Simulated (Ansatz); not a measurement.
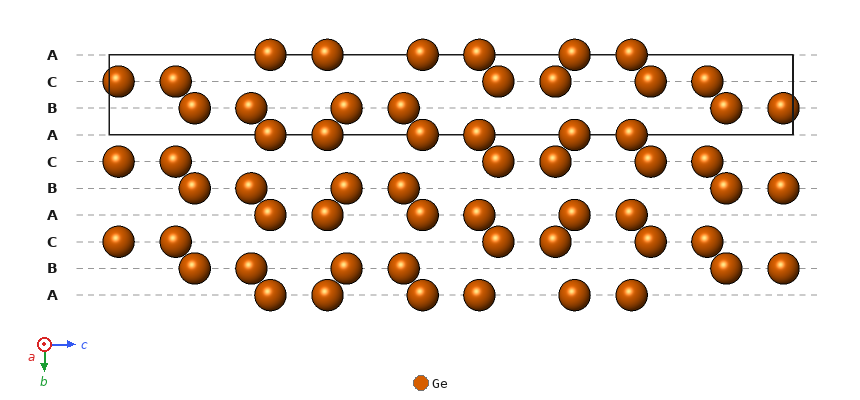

Projection along an edge of the hexagonal mesh, stacking direction c to the right. The dashed lines mark the three columns A (0, 0), B (1/3, 2/3) and C (2/3, 1/3). The sequence starts with the first layer at or above the cell's origin.

Ge: the geometry relaxed with DFT PBE, scalar-relativistic, plane waves, PAW in Ansatz; the starting structure was generated, so it need not be a known form of this composition.

> List the layers of one repeat.

Ge(C) – Ge(C) – Ge(B) – Ge(B) – Ge(A) – Ge(A) – Ge(B) – Ge(B) – Ge(A) – Ge(A) – Ge(C) – Ge(C) – Ge(A) – Ge(A) – Ge(C) – Ge(C) – Ge(B) – Ge(B) (18 layers in 30.05 Å).
